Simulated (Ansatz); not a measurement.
# FeAs2 (Lollingite): the gap up the ladder of methods, part 2 of 2

Aim: the gap of FeAs2 (Lollingite) at several levels of theory on one structure, with the time that each takes.

Ansatz 0.2.0; density functionals, hybrids and G0W0, plane waves, PAW. Known limits of the many-body steps: finite bands, screening cutoff and k mesh; no spin-orbit coupling in G0W0; no spin polarisation.

So far. Step 7 (G0W0@HSE06, 4×4×6 mesh, 543 empty bands, screening to …): Over all 36 irreducible mesh points the G0W0 gap is 0.915 eV, from k = Γ to k = (0.000, 0.000, 0.167). The HSE06 gap of this run on the mesh is 1.521 eV. Other states bound it: the two that bound the G0W0 gap lie 2.017 eV apart in HSE06, so state for state the correction is 0.915 − 2.017 = −1.102 eV, while gap against gap it is 0.915 − 1.521 = −0.606 eV.

In doubt: one-shot GW on d or f shells is unsure (steps 6, 7, 8), so the values of those runs are not to be relied on; masses and optical values from hybrid runs of this build are listed as unsure (steps 7, 8), which bears on the screening that GW takes from such a start.

## 9. All levels together

Each gap is the least one over the points named; times are wall times on shared hosts, not benchmarks. A G0W0 time includes the run's own self-consistent start. Runs with listed points see these and the mesh alone, so an edge that moves elsewhere is missed. Rows marked * are further runs, not shown as steps, whose inputs differ from the G0W0 step on the same start in the columns given; solver thresholds can differ too.

```tsv
level	mesh	files, cutoff	bands summed, screening	points	gap (eV)	valence top	conduction bottom	least direct gap (eV)	time
r2SCAN	4×4×8	soft_1 PAW, 500 eV	-	mesh and path	0.533	(0.000, 0.500, 0.200)	(0.000, 0.000, 0.250)	0.693	26 s
r2SCAN+SOC	4×4×8	soft_1 PAW, 500 eV	-	mesh and listed points	0.521	(0.000, 0.500, 0.200)	(0.000, 0.000, 0.250)	0.692	11 s
HSE06	4×4×6	soft_1 PAW, 420 eV	-	mesh and listed points	1.336	(0.500, 0.500, 0.500)	(0.000, 0.000, 0.250)	1.707	39 s
HSE06+SOC	4×4×6	soft_1 PAW, 420 eV	-	mesh and listed points	1.344	(0.500, 0.500, 0.500)	(0.000, 0.000, 0.250)	1.705	4.8 min
G0W0@r2SCAN*	4×4×6	hard PAW, 1060 eV	285, 110 eV	all 36 irreducible mesh points	0.562	(0.000, 0.250, 0.167)	(0.000, 0.000, 0.167)	0.722	2.1 min
G0W0@r2SCAN*	4×4×6	hard PAW, 1060 eV	589, 190 eV	all 36 irreducible mesh points	0.547	(0.000, 0.250, 0.167)	(0.000, 0.000, 0.167)	0.727	4.1 min
G0W0@r2SCAN	4×4×6	hard PAW, 1060 eV	967, 270 eV	all 36 irreducible mesh points	0.566	(0.000, 0.250, 0.167)	(0.000, 0.000, 0.167)	0.747	7.3 min
G0W0@r2SCAN*	6×4×10	hard PAW, 1060 eV	285, 110 eV	all 72 irreducible mesh points	0.496	(0.000, 0.250, 0.200)	(0.000, 0.000, 0.200)	0.660	7 min
G0W0@HSE06	4×4×6	hard PAW, 844 eV	589, 190 eV	all 36 irreducible mesh points	0.915	Γ	(0.000, 0.000, 0.167)	0.973	5.6 min
G0W0@PBE0	4×4×6	hard PAW, 844 eV	589, 190 eV	all 36 irreducible mesh points	1.089	Γ	(0.000, 0.000, 0.167)	1.145	6.3 min
```

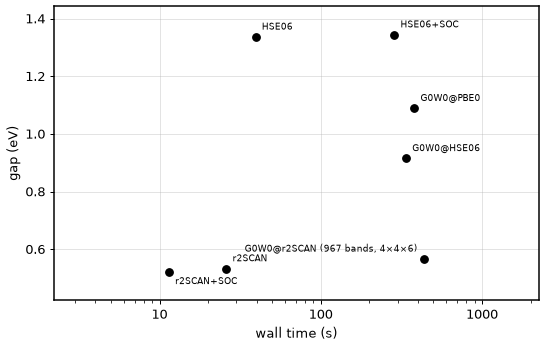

Gap against wall time for the runs shown as steps.

Computed less measured, in eV, for the reports listed at the start; nothing is added to the computed values:

```tsv
row	computed (eV)	200 meV (2013)
r2SCAN, gap	0.533	+0.333
r2SCAN+SOC, gap	0.521	+0.321
HSE06, gap	1.336	+1.136
HSE06+SOC, gap	1.344	+1.144
G0W0@r2SCAN (967 bands, 4×4×6), gap	0.566	+0.366
G0W0@HSE06, gap	0.915	+0.715
G0W0@PBE0, gap	1.089	+0.889
G0W0@r2SCAN (967 bands, 4×4×6), least direct gap	0.747	+0.547
G0W0@HSE06, least direct gap	0.973	+0.773
G0W0@PBE0, least direct gap	1.145	+0.945
```

## 10. Summary of results

```yaml
r2scan_over_mesh_and_path: 0.533 eV
r2scan_soc_over_mesh_and_listed_points: 0.521 eV
hse06_over_mesh_and_listed_points: 1.336 eV
hse06_soc_over_mesh_and_listed_points: 1.344 eV
g0w0_r2scan_967_bands_4x4x6_over_all_36_irreducible_mesh_points: 0.566 eV
g0w0_hse06_over_all_36_irreducible_mesh_points: 0.915 eV
g0w0_pbe0_over_all_36_irreducible_mesh_points: 1.089 eV
known_limits: finite bands, screening cutoff and k mesh; no spin-orbit coupling in G0W0; no spin polarisation
```

**Reading.** The rows run from 0.496 eV (G0W0@r2SCAN (285 bands, 6×4×10)) to 1.344 eV (HSE06+SOC). They differ in mesh, files, plane-wave cutoff, bands and screening cutoff of G0W0 and the points over which the gap was sought as well as in level, so only pairs that share these are like for like. r2SCAN+SOC against r2SCAN: 0.521 − 0.533 = −0.012 eV, with the same mesh, set of files (read in its fully relativistic form for the spin-orbit run) and cutoff, and both edges at the same k points. The spin-orbit run sees mesh and listed points alone, so its gap is an upper bound: the coupling can move an edge off these points, and the change over the zone, its sign included where it is small, is not known. HSE06+SOC against HSE06: 1.344 − 1.336 = +0.008 eV, with the same mesh, set of files (read in its fully relativistic form for the spin-orbit run) and cutoff, and both edges at the same k points. The spin-orbit run sees mesh and listed points alone, so its gap is an upper bound: the coupling can move an edge off these points, and the change over the zone, its sign included where it is small, is not known. G0W0@PBE0 against G0W0@HSE06 with 589 bands: 1.089 − 0.915 = +0.174 eV, with the same mesh, files and cutoffs, and both edges at the same k points. G0W0@r2SCAN (967 bands, 4×4×6) moves the gap of its own start on the mesh by 0.566 − 0.598 = −0.032 eV, with other states at the edges (they lie 0.862 eV apart at the start). Over mesh and path, r2SCAN puts the valence top at k = (0.000, 0.500, 0.200) and conduction bottom at k = (0.000, 0.000, 0.250), where no G0W0 correction was computed. The G0W0 gap over the whole zone is therefore not known from this run; at its settings it can only be equal to or under the 0.566 eV found, and no correction is carried over from another point. For the start itself the gap is 0.533 eV over mesh and path and 0.598 eV on the mesh of the G0W0 run, in runs that differ in mesh (4×4×8 and 4×4×6), files (soft_1 PAW and hard PAW) and plane-wave cutoff (500 eV and 1060 eV). G0W0@HSE06 moves the gap of its own start on the mesh by 0.915 − 1.521 = −0.606 eV, with other states at the edges (they lie 2.017 eV apart at the start). Over mesh and listed points, HSE06 puts the conduction bottom at k = (0.000, 0.000, 0.250), where no G0W0 correction was computed. The G0W0 gap over the whole zone is therefore not known from this run; at its settings it can only be equal to or under the 0.915 eV found, and no correction is carried over from another point. For the start itself the gap is 1.336 eV over mesh and listed points and 1.521 eV on the mesh of the G0W0 run, in runs that differ in files (soft_1 PAW and hard PAW) and plane-wave cutoff (420 eV and 844 eV). G0W0@PBE0 moves the gap of its own start on the mesh by 1.089 − 2.224 = −1.135 eV, with other states at the edges (they lie 2.741 eV apart at the start). No PBE0 run over points off the mesh is shown, so for G0W0@PBE0 the gap over the whole zone is not known. What spin-orbit coupling does to the G0W0 levels was not computed, so no sum with the G0W0 gap is formed. Against experiment, G0W0@r2SCAN (967 bands, 4×4×6) at 0.566 eV lies +0.366 eV from 200 meV (2013). The measured 200 meV lies under even the r2SCAN+SOC gap of 0.521 eV; these runs do not show why. The differences hold parts that these runs do not separate: finite bands, cutoffs and mesh, points of the zone that were not corrected, the start of G0W0, spin-orbit coupling missing from it, static nuclei, no electron-hole attraction, and what each experiment reads as the gap. How much each gives is not known from the steps shown. For G0W0@r2SCAN: from 285 bands and 110 eV to 967 bands and 270 eV the gap moves by 0.566 − 0.562 = +0.004 eV (rung by rung 0.562, 0.547, 0.566 eV); bands and screening cutoff rise together, so their parts are not told apart. The gap turns back along the series (0.562, 0.547, 0.566 eV), so no line is drawn and the limit is not known. The other G0W0 rows are shown at one basis each (589 bands), so their distance from the limit is not known here. With the 6×4×10 mesh in place of the 4×4×6 mesh and all else as in the G0W0@r2SCAN row with 285 bands, the gap differs by 0.496 − 0.562 = −0.066 eV, and that of the start by 0.550 − 0.598 = −0.048 eV; an edge lies at another k point, so this need not be the shift of one pair of states. For G0W0@r2SCAN (967 bands, 4×4×6): the program's warnings for this run: metallic iterate. For G0W0@HSE06: the program's warnings for this run: metallic iterate. For G0W0@PBE0: the program's warnings for this run: coarse exchange mesh; metallic iterate. For the further run with 285 bands on the 4×4×6 mesh, the program warns: metallic iterate. For the further run with 589 bands on the 4×4×6 mesh, the program warns: metallic iterate. For the further run with 285 bands on the 6×4×10 mesh, the program warns: metallic iterate. The G0W0 runs are scalar-relativistic. The runs have no spin polarisation, and the cell holds Fe; whether a magnetic state lies lower is not shown here. Where d states form a band edge, one-shot GW is known to depend on its start; the orbital character of the edges was not analysed here. G0W0 is shown with one set of atomic data (hard PAW), so the error from the files is not known here.

[Paths, hosts, dates, memory and timing lines, banners, echoed tables and standing remarks are left out of the program output.]

[Logs are printed without paths, hosts, clocks, repeated set-up lines and the standing remarks that a program may print on its own settings, such as how far it seeks lower states.]

[Runs of the session that timed out or met a known fault of the program may be left out.]

[Cells called generated may have been cut or substituted from an entry of the Crystallography Open Database or the Materials Project.]

[Hosts, paths, dates, database ids (printed as entryN), source tags and the programs' standing remarks are cut or masked in the printed files.]

[Where an RPA ε∞ is given, it is that of the G0W0 mesh and is not shown converged in it. Names of k-points follow the symmetry that the program found, which can be lower than the space group named. Band edges on a path are those of the sampled points; other points can move an edge, and change direct to indirect where valleys lie close.]

[Hybrid gaps are those of their k-mesh and are not shown converged in it.]
